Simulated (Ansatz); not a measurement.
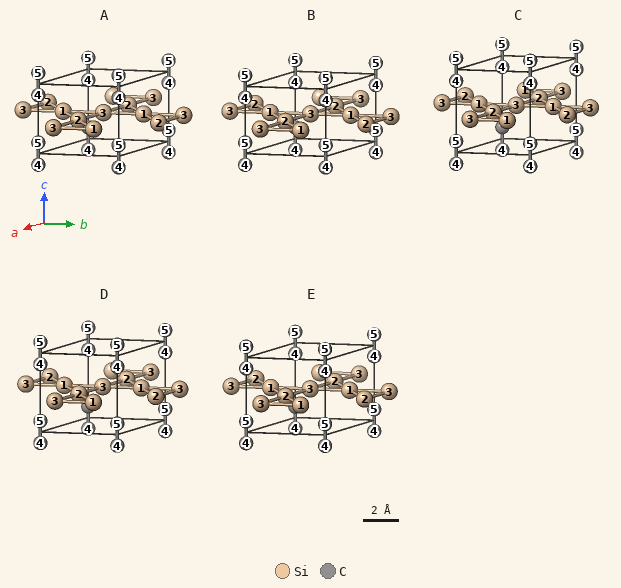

5 geometries from one relaxation of crystalline Si3C2 (a generated structure, set up in P6/mmm) (coarse preliminary run), in shuffled order. Style: ball-and-stick. Shown: the cell of the calculation, from a free direction.

The calculation used DFT PBE, scalar-relativistic, plane waves, PAW (Ansatz 0.2.0). Settings: plane-wave cutoff 420 eV; k-point mesh 6 × 6 × 4; occupations gaussian; smearing width 0.1 eV; no spin polarisation; cell and atoms relaxed; force threshold 0.04 eV/Å; at most 70 steps.

Q: Order the frames from highest to lowest energy.

A: C, D, E, A, B. They are steps 0, 1, 2, 4, 8, at +276 meV per atom, +98.7 meV per atom, +30.1 meV per atom, +5.0 meV per atom relative to the last. The largest moves relative to the cell, 0.12 Å, are those of C4 and C5. C5 goes along +c. Si stays in place. The drawn cell changes as follows: a = b 4.382 → 4.760 Å (+8.6 %), c 4.994 → 4.050 Å (−18.9 %); the volume changes by −4.3 %. Some distances before and after: Si1–Si2 2.191 → 2.380 Å, C4–C5 1.366 → 1.339 Å. The space group stays P6/mmm (No. 191). The energy falls by 276 meV per atom in 7 accepted moves (8 points after the start). The largest force component goes from 2.3 to 0.0058 eV/Å. The pressure goes from 11.60 to 0.19 GPa. At 1 point the geometry stayed and the basis and grid were re-selected for the new cell (energy shift of 3.2 meV per atom at most each time). The run took 31 s on 1 thread of Arm Neoverse N1 (shared host), peak memory 0.33 GiB.
